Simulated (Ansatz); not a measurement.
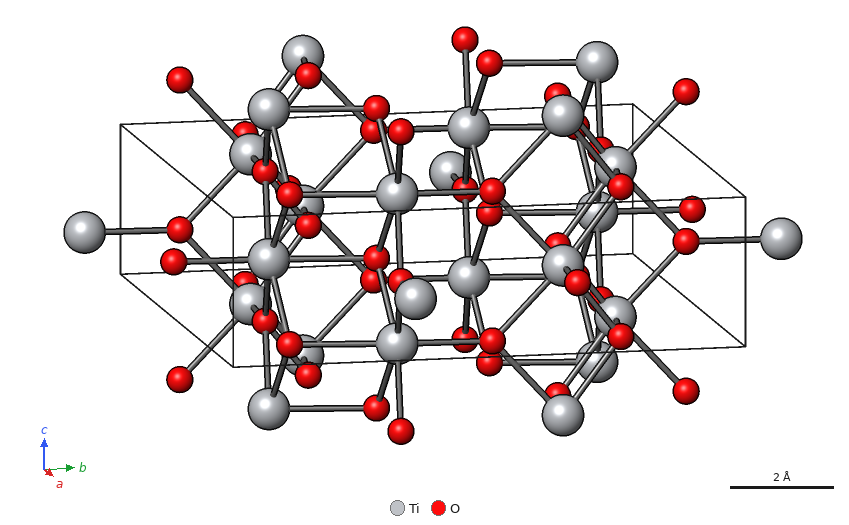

Ball-and-stick model, viewed slightly off an axis. The wireframe shows the conventional unit cell. Bonded atoms from the next cells complete the picture.

TiO₂, space group I4/m (No. 87), a = 10.194 Å, b = 10.194 Å, c = 2.960 Å, α = 90.00°, β = 90.00°, γ = 90.00°. Origin of the cell: a structure listed in the Materials Project. Earlier steps of the study, as a rule a relaxation of our own, may have changed the cell and positions, so they can lie some per cent off the listed ones. Ansatz was used for an electronic-structure calculation on it.

This one geometry was computed with Ansatz (DFT, plane waves, PAW) at four levels of theory: HSE06, r2SCAN, PBE and PBE0. It was relaxed beforehand with r2SCAN.

Q: Which level gives the highest pressure at this volume, and what does that say about its equilibrium volume?

A: Highest: PBE (4.0 GPa), which points to the largest equilibrium volume. Lowest, with the smallest volume: HSE06 (-2.3 GPa) and PBE0 (-2.4 GPa). Levels within 0.5 GPa of each other can't be told apart.

Q: How does the band gap change with the level of theory?

A: PBE: a gap of 2.67 eV, indirect; r2SCAN: a gap of 3.04 eV, indirect; HSE06: a gap of 4.21 eV, indirect; PBE0: a gap of 4.97 eV, indirect.

Q: Collect the results in a table.

A:
| level | cutoff (eV) | k-mesh of the run's cell | gap (eV) | pressure (GPa) |
| --- | --- | --- | --- | --- |
| HSE06 | 420 | 6×6×6 | 4.21 | -2.3 |
| r2SCAN | 500 | 10×10×10 | 3.04 | 0.0 |
| PBE | 420 | 10×10×10 | 2.67 | 4.0 |
| PBE0 | 420 | 6×6×6 | 4.97 | -2.4 |

Gaps are taken on the k-mesh or band path of each run.
